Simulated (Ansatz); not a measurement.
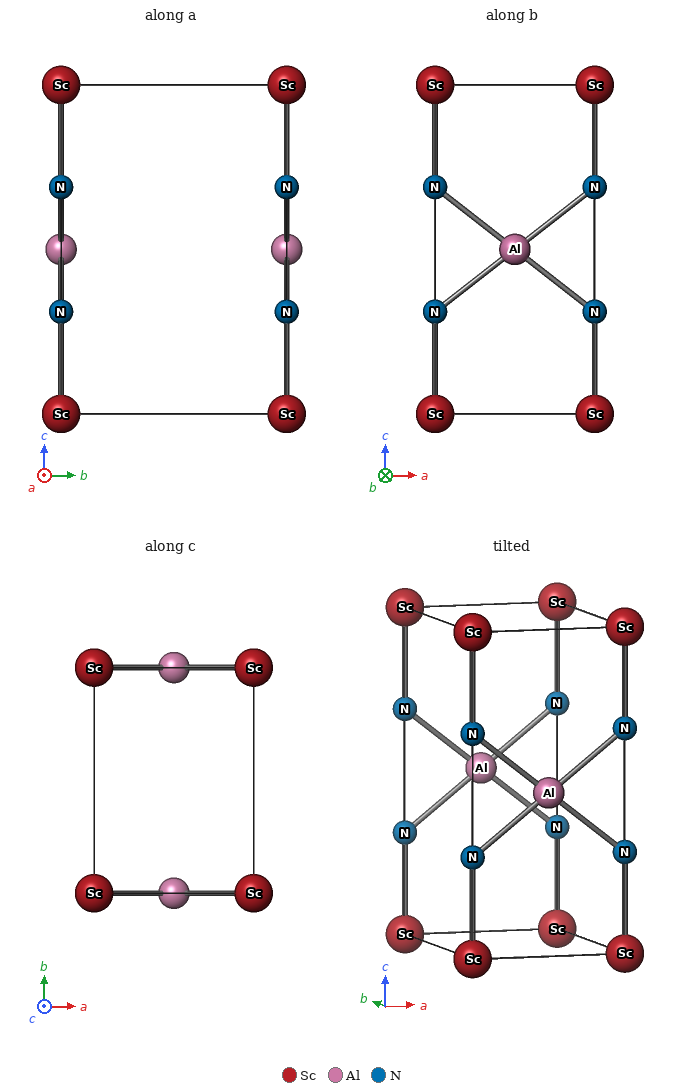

Ball-and-stick representation of a periodic structure, projected along the a axis, along the b axis, along the c axis and slightly off an axis. Lines trace the edges of the conventional unit cell.

Lattice parameters: a = 3.036 Å, b = 4.293 Å, c = 6.259 Å, α = 90.00°, β = 90.00°, γ = 90.00°.

Reconstruct the structure as a table of Wyckoff sites, with free fractional coordinates to two decimals.

Space group Pmmm (No. 47).
```json
{"atom": "Sc", "site": "1a", "x": "0.00", "y": "0.00", "z": "0.00"}
{"atom": "Al", "site": "1d", "x": "0.50", "y": "0.00", "z": "0.50"}
{"atom": "N", "site": "2q", "x": "0.00", "y": "0.00", "z": "0.31"}
```

The structure was taken from a random cell made by a generator, so it need not be a real form of the compound. This is the structure after a relaxation with DFT PBE, scalar-relativistic, plane waves, PAW (Ansatz).
